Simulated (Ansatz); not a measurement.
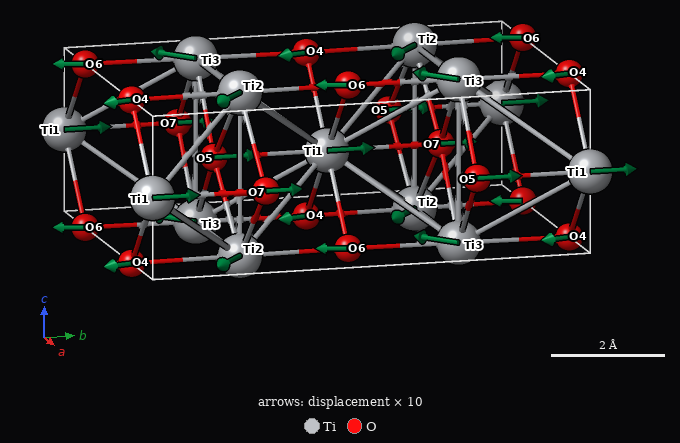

This is a relaxation of a crystal of Ti₃O₄ (set up in Cmmm). The starting structure is drawn; green arrows show the displacements (the part carried along by the change of the cell is left out), magnified 10 times.

The picture is a ball-and-stick view of the conventional cell (2 times the calculation's cell), seen slightly off an axis. Lengths and directions refer to the drawn axes.

The calculation used DFT PBEsol, scalar-relativistic, plane waves, PAW (Ansatz). (plane-wave cutoff 420 eV; k-point mesh 8 × 8 × 12; occupations gaussian; smearing width 0.15 eV; no spin polarisation)

> What happened in the run?

The largest moves relative to the cell, 0.10 Å, are those of Ti2 and Ti3. Ti3 goes along [−2 −1 0]. Largest moves by element: Ti 0.10 Å, O 0.09 Å. The volume changes by +0.4 %, with a 5.826 → 5.812 Å (−0.2 %), b 8.061 → 8.130 Å (+0.9 %), c 2.969 → 2.961 Å (−0.3 %). Among the contacts that change: Ti2–Ti3 2.913 → 2.745 Å, Ti1–Ti2 2.896 → 3.054 Å, Ti2–Ti3 (another image) 2.913 → 3.067 Å, Ti1–Ti2 (another image) 2.896 → 2.758 Å. Among the angles between lasting bonds that change: Ti2–O7–Ti3 176.1° → 168.3°, Ti1–O4–Ti3 91.4° → 97.5°, Ti1–O4–Ti2 91.4° → 85.9°. The space group (tolerance 0.01 Å) goes from Cmmm (No. 65) to Amm2 (No. 38).
